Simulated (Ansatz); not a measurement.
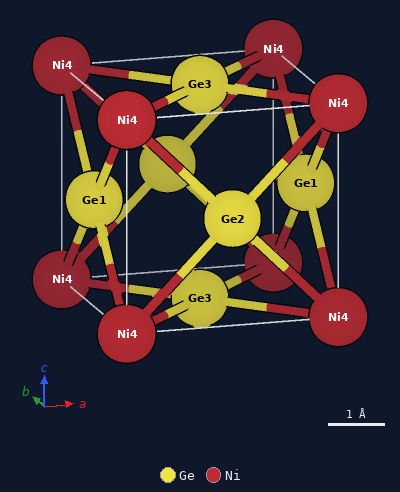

Fig. 1: The input geometry of the first run (ball-and-stick view of the cell of the calculation, seen slightly off an axis; atoms are numbered from 1 in the order of the input). An atom can appear more than once, as a periodic image.

# What a change does: single-point calculation on NiGe3

System: NiGe3 (4 atoms in the cell).
Method of the first run: DFT PBEsol, scalar-relativistic, plane waves, PAW, spin-polarised (Ansatz 0.2.0).

The structure was built on a prototype by a generator; it need not be a known phase. Text and figures count atoms from 1; the logs count them from 0 in places.

### Input, the first run
```yaml
crystal:
  lattice:
    - [3.9634904449, 0.0, 0.0]
    - [0.0, 3.9634904449, 0.0]
    - [0.0, 0.0, 3.9634904449]
  atoms:
    - { symbol: Ge, position: [0.0, 0.5, 0.5] }
    - { symbol: Ge, position: [0.5, 0.0, 0.5] }
    - { symbol: Ge, position: [0.5, 0.5, 0.0] }
    - { symbol: Ni, position: [0.0, 0.0, 0.0], spin: 2.5 }
basis:
  ecutwfc: 420
kpoints:
  mp_grid: { grid: [10, 10, 10] }
hamiltonian:
  xc: pbesol
scf:
  occupations: { method: gaussian, width: 0.1 }
  lower_state_search: "off"
output:
  forces: true
  stress: true
  eigenvalues: true
  populations: true
magnetization:
  spin_polarized: true
```

Command:
```bash
ansatz run input.yaml --threads 1 --pin off --max-ram 2560MiB --backend cpu --events-out ev --progress --plain --runs-dir out
```

Hardware: 1 thread of Arm Neoverse V2, 24 GiB of memory available, shared host.

### Output, shortened to warnings, some set-up lines, iterations and results (the first run)
```
WARN: the starting moments were not kept: the SCF closed with an absolute magnetisation of 1.5e-6 μB, where they sum to 2.5 μB in size (1 site). That is at most 0.1 of that sum. Measured as dr2_m measures the in/out step, that magnetisation stands 5.6e-13 eV from none, at or under the dr2_threshold of 1.0e-7 eV: it is no larger than a step whose dr2_m would equal this threshold. The system may …
Basis set: ecut = 420 eV, 1213 PW (Γ), exchange–correlation on 54×54×54 points (8 copies of the dense FFT grid, shifted against one another)
Symmetry: 48 space group operations
k-points: 56 of 1000
Initial density: superposition of atomic densities (chi_scale 0.1, normalization cell)
[...]
SCF iter   1: F=—  HF=-18565.051051 eV  |F-HF|=—  |Δ(HF+E_count)|=         —  Δρ=1.96e-1 (↑5.14e-2 ↓1.96e-1)  dr2=1.26e1  dr2_m=8.53e0  M=0.240 μB ∫|m|=0.392 μB  β_m=0.30  …
SCF iter   2: F=—  HF=-18564.488344 eV  |F-HF|=—  |Δ(HF+E_count)|=   5.63e-1  Δρ=9.07e-2 (↑9.07e-2 ↓3.47e-2)  dr2=1.17e0  dr2_m=2.10e0  M=0.629 μB ∫|m|=0.813 μB  β_m=0.30  …
SCF iter   3: F=—  HF=-18564.459173 eV  |F-HF|=—  |Δ(HF+E_count)|=   2.92e-2  Δρ=8.34e-2 (↑4.41e-2 ↓8.34e-2)  dr2=1.66e0  dr2_m=2.28e0  M=0.332 μB ∫|m|=0.473 μB  β_m=0.30  …
SCF iter   4: F=—  HF=-18565.340912 eV  |F-HF|=—  |Δ(HF+E_count)|=   8.82e-1  Δρ=9.95e-2 (↑9.95e-2 ↓9.39e-2)  dr2=2.03e1  dr2_m=1.61e-2  M=0.992 μB ∫|m|=1.177 μB  β_m=1.00  …
SCF iter   5: F=—  HF=-18564.401103 eV  |F-HF|=—  |Δ(HF+E_count)|=   9.40e-1  Δρ=5.78e-2 (↑2.85e-2 ↓5.78e-2)  dr2=5.60e-1  dr2_m=1.06e0  M=0.321 μB ∫|m|=0.471 μB  β_m=0.30  …
[... 10 lines ...]
SCF iter  16: F=—  HF=-18564.531353 eV  |F-HF|=—  |Δ(HF+E_count)|=   4.50e-7  Δρ=2.85e-5 (↑2.85e-5 ↓8.22e-6)  dr2=6.20e-7  dr2_m=6.64e-8  M=0.000 μB ∫|m|=0.000 μB  β_m=0.76  …
SCF iter  17: F=-18564.531353 eV  HF=-18564.531353 eV  |F-HF|=3.68e-8  |Δ(HF+E_count)|=   3.60e-8  Δρ=5.14e-6 (↑5.14e-6 ↓3.65e-6)  dr2=4.34e-8  dr2_m=4.34e-10  M=0.000 μB …
SCF iter  18: F=-18564.531353 eV  HF=-18564.531353 eV  |F-HF|=1.03e-9  |Δ(HF+E_count)|=   4.83e-9  Δρ=1.02e-6 (↑1.02e-6 ↓4.35e-7)  dr2=1.38e-9  dr2_m=8.20e-11  M=0.000 μB …
SCF iter  19: F=-18564.531353 eV  HF=-18564.531353 eV  |F-HF|=1.13e-10  |Δ(HF+E_count)|=  1.42e-10  Δρ=2.51e-7 (↑2.24e-7 ↓2.51e-7)  dr2=1.39e-10  dr2_m=8.53e-13  M=0.000 μB …
SCF 1 converged in 19 iterations: F = -18564.531353 eV  dr2 = 1.39e-10
SCF converged after 19 iterations
Magnetization: 0.0000 μB (30.0000 up, 30.0000 down)
Absolute magnetization: 0.0000 μB (∫|ρ↑−ρ↓|, with the PAW one-centre terms)
Spin contamination: 0.0000 ħ² per cell (⟨S²⟩ above its minimum at these occupations)
Per-site moments (μB) at R_I (Å): [(-6.027649910605745e-8, 1.1560770254372115), (-6.027649943385607e-8, 1.1560770254372115), (-6.027649921800852e-8, 1.1560770254372115), (-4.6675718398899e-8, 1.1560770254372115)]
Free energy (F): -18564.531353 eV
Harris-Foulkes:  -18564.531353 eV  (|F-HF|=1.13e-10)
Internal energy: -18564.520070 eV  (E = F + TS)
E sigma→0 (E₀):  -18564.525711 eV
Entropy (-TS):   -0.011283 eV (-2.821 meV/atom)
Fermi energy:    13.529307 eV
--- Per-component energies (eV) ---
  E_band       = -602.993888
  E_kinetic    = 619.862349
  E_local      = -10043.320302  (includes V_loc(G=0)·N_el)
  E_nonlocal   = 1898.980543
  E_hartree    = 4344.397985
  E_xc         = -310.426607
  E_vxc        = -304.528982  (∫ρ·V_xc dr)
  E_paw        = -7532.106207  (= ΣΔE_a)
  E_vpaw       = -1462.785786  (= ΣTr[D̂ρ^β])
  E_aug_tail   = 0.001606  (compensation charges beyond the density's cutoff)
  E_ewald      = -7544.860536
  E_core_change = 2.951098  (= ΣΔE_core)
  E_smearing   = -0.011283  (= −TS)
  E_closure    = -0.000000  (closes the sum)
  Σ components = -18564.531353   (vs F -18564.531353, Δ=0.00e0)
--- Forces (eV/Å), atoms counted from 1 ---
  atom   1  Ge     0.00000000    -0.00000000     0.00000000
  atom   2  Ge     0.00000000    -0.00000000     0.00000000
  atom   3  Ge     0.00000000    -0.00000000     0.00000000
  atom   4  Ni    -0.00000000     0.00000000     0.00000000
  max |Σ_I F_I| component: 3.87e-29 eV/Å
--- Stress (GPa, compression-positive) ---
       -0.000543      -0.000000       0.000000
        0.000000      -0.000543       0.000000
        0.000000       0.000000      -0.000543
  P = ⅓ Tr σ = -0.0005 GPa (-0.005 kbar)
--- Löwdin populations: 4 sites ---
  site symbol       q [e]    m [muB]
     0     Ge     14.0815    -0.0000
     1     Ge     14.0815    -0.0000
     2     Ge     14.0815    -0.0000
     3     Ni     17.5004    -0.0000
  spilling = 0.004252 (of n_electrons = 60.000000)
```

For the second run the input was changed thus:
```diff
-  ecutwfc: 420
+  ecutwfc: 500
-  xc: pbesol
+  xc: r2scan
```

What does this change do to the results?

The total energies belong to different methods, so their difference says nothing on which is more stable or more accurate. The pressure goes from 0.00 to 1.58 GPa. The functional changes from PBEsol to r2SCAN. The SCF takes 27 iterations against 19. The plane waves at Γ go from 1213 to 1575. On the same kind of shared host the second run took about 3.9 times as long.

### Output, shortened to warnings, some set-up lines, iterations and results (the second run)
```
WARN: the starting moments were not kept: the SCF closed with an absolute magnetisation of 1.6e-5 μB, where they sum to 2.5 μB in size (1 site). That is at most 0.1 of that sum. Measured as dr2_m measures the in/out step, that magnetisation stands 4.3e-10 eV from none, at or under the dr2_threshold of 1.0e-7 eV: it is no larger than a step whose dr2_m would equal this threshold. The system may …
Basis set: ecut = 500 eV, 1575 PW (Γ), exchange–correlation on 120×120×120 points (64 copies of the dense FFT grid, shifted against one another)
Symmetry: 48 space group operations
k-points: 56 of 1000
Initial density: superposition of atomic densities (chi_scale 0.1, normalization cell)
[...]
SCF iter   1: F=-18740.895943 eV  HF=-18752.538767 eV  |F-HF|=1.16e1  |Δ(HF+E_count)|=         —  Δρ=2.00e-1 (↑4.05e-2 ↓2.00e-1)  dr2=1.47e1  dr2_τ=8.85e-2  dr2_m=7.95e0  …
SCF iter   2: F=-18751.235520 eV  HF=-18751.806899 eV  |F-HF|=5.71e-1  |Δ(HF+E_count)|=   7.32e-1  Δρ=7.40e-2 (↑7.40e-2 ↓3.69e-2)  dr2=5.31e-1  dr2_τ=1.39e-2  dr2_m=1.65e0  …
SCF iter   3: F=-18750.903708 eV  HF=-18751.932509 eV  |F-HF|=1.03e0  |Δ(HF+E_count)|=   1.26e-1  Δρ=8.03e-2 (↑3.77e-2 ↓8.03e-2)  dr2=1.67e0  dr2_τ=1.19e-2  dr2_m=1.95e0  …
SCF iter   4: F=-18737.528897 eV  HF=-18752.724468 eV  |F-HF|=1.52e1  |Δ(HF+E_count)|=   7.92e-1  Δρ=1.02e-1 (↑8.38e-2 ↓1.02e-1)  dr2=1.79e1  dr2_τ=3.13e-2  dr2_m=6.27e-2  …
SCF iter   5: F=-18751.806957 eV  HF=-18751.790990 eV  |F-HF|=1.60e-2  |Δ(HF+E_count)|=   9.33e-1  Δρ=4.94e-2 (↑4.94e-2 ↓2.41e-2)  dr2=2.98e-1  dr2_τ=1.12e-2  dr2_m=7.66e-1  …
[... 18 lines ...]
SCF iter  24: F=-18752.128644 eV  HF=-18752.128643 eV  |F-HF|=1.63e-7  |Δ(HF+E_count)|=   5.65e-7  Δρ=1.27e-5 (↑1.27e-5 ↓8.72e-6)  dr2=2.37e-7  dr2_τ=2.71e-10  dr2_m=2.40e-9  …
SCF iter  25: F=-18752.128644 eV  HF=-18752.128644 eV  |F-HF|=9.72e-8  |Δ(HF+E_count)|=   2.55e-7  Δρ=4.45e-6 (↑4.45e-6 ↓9.23e-7)  dr2=7.81e-9  dr2_τ=1.70e-11  dr2_m=3.61e-9  …
SCF iter  26: F=-18752.128644 eV  HF=-18752.128644 eV  |F-HF|=1.33e-8  |Δ(HF+E_count)|=   1.09e-7  Δρ=1.76e-6 (↑5.44e-7 ↓1.76e-6)  dr2=9.46e-10  dr2_τ=3.78e-12  …
SCF iter  27: F=-18752.128644 eV  HF=-18752.128644 eV  |F-HF|=1.20e-10  |Δ(HF+E_count)|=   1.74e-8  Δρ=8.03e-7 (↑5.93e-7 ↓8.03e-7)  dr2=9.11e-10  dr2_τ=6.99e-13  …
SCF 1 converged in 27 iterations: F = -18752.128644 eV  dr2 = 9.11e-10
this state was not tested for a lower state beside it, because the mixer in use, unlike msr1, does not test its closes by its own steps (another_mixer; see scf.mixing.algorithm and scf.lower_state_search)
SCF converged after 27 iterations
Magnetization: 0.0000 μB (30.0000 up, 30.0000 down)
Absolute magnetization: 0.0000 μB (∫|ρ↑−ρ↓|, with the PAW one-centre terms)
Spin contamination: 0.0000 ħ² per cell (⟨S²⟩ above its minimum at these occupations)
Per-site moments (μB) at R_I (Å): [(-4.874027026188717e-7, 1.1560770254372115), (-4.874027023378295e-7, 1.1560770254372115), (-4.87402702519382e-7, 1.1560770254372115), (1.0855864083879664e-5, 1.1560770254372115)]
Free energy (F): -18752.128644 eV
Harris-Foulkes:  -18752.128644 eV  (|F-HF|=1.20e-10)
Internal energy: -18752.120967 eV  (E = F + TS)
E sigma→0 (E₀):  -18752.124806 eV
Entropy (-TS):   -0.007676 eV (-1.919 meV/atom)
Fermi energy:    13.614905 eV
--- Per-component energies (eV) ---
  E_band       = -647.755970
  E_kinetic    = 618.055292
  E_local      = -10054.895095  (includes V_loc(G=0)·N_el)
  E_nonlocal   = 1904.476875
  E_hartree    = 4362.740936
  E_xc         = -285.794382
  E_vxc        = -320.973213  (∫ρ·V_xc dr)
  E_paw        = -7748.286957  (= ΣΔE_a)
  E_vpaw       = -1540.394385  (= ΣTr[D̂ρ^β])
  E_aug_tail   = 0.000267  (compensation charges beyond the density's cutoff)
  E_vtau       = 20.494867  (kinetic-family band-sum trace: ∫τ·v_τ [+ j·A + Jᵃ·Aᵃ] dr)
  E_ewald      = -7544.860536
  E_core_change = -3.557366  (= ΣΔE_core)
  E_smearing   = -0.007676  (= −TS)
  E_closure    = 0.000000  (closes the sum)
  Σ components = -18752.128644   (vs F -18752.128644, Δ=0.00e0)
--- Forces (eV/Å), atoms counted from 1 ---
  atom   1  Ge     0.00000000     0.00000000     0.00000000
  atom   2  Ge     0.00000000    -0.00000000     0.00000000
  atom   3  Ge     0.00000000    -0.00000000     0.00000000
  atom   4  Ni     0.00000000     0.00000000     0.00000000
  max |Σ_I F_I| component: 4.54e-29 eV/Å
--- Stress (GPa, compression-positive) ---
        1.575180      -0.000000       0.000000
        0.000000       1.575180      -0.000000
        0.000000       0.000000       1.575180
  P = ⅓ Tr σ = 1.5752 GPa (15.752 kbar)
--- Löwdin populations: 4 sites ---
  site symbol       q [e]    m [muB]
     0     Ge     14.0903    -0.0000
     1     Ge     14.0903    -0.0000
     2     Ge     14.0903    -0.0000
     3     Ni     17.4818     0.0000
  spilling = 0.004123 (of n_electrons = 60.000000)
```

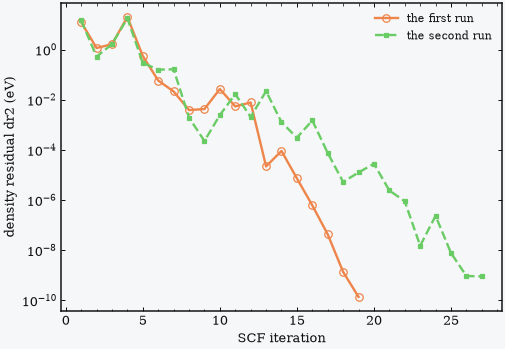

Fig. 2: Convergence of the two runs: density residual dr2 against the SCF iteration. The first run takes 19 iterations in all, and the second run takes 27.

### The two runs side by side

| quantity | the first run | the second run |
| --- | --- | --- |
| outcome | converged | converged |
| free energy per atom (eV) | −4641.1328 | −4688.0322 |
| energy per atom, smearing taken to zero (eV) | −4641.1314 | −4688.0312 |
| gap on the mesh (eV) | 0.00 | 0.00 |
| net moment of the cell (μB) | 0.00 | 0.00 |
| absolute moment of the cell (μB) | 0.00 | 0.00 |
| pressure (GPa) | 0.00 | 1.58 |
| largest force (eV/Å) | 0.000 | 0.000 |
| SCF iterations | 19 | 27 |
| irreducible k-points | 56 | 56 |
| plane waves at Γ | 1213 | 1575 |
| wall time (shared host) | 25 s | 96 s |

For the first run: Warnings: some starting moments were not kept. For the second run: The electronic state found may not be the lowest one. Warnings: some starting moments were not kept; the state was not tested for a lower one.
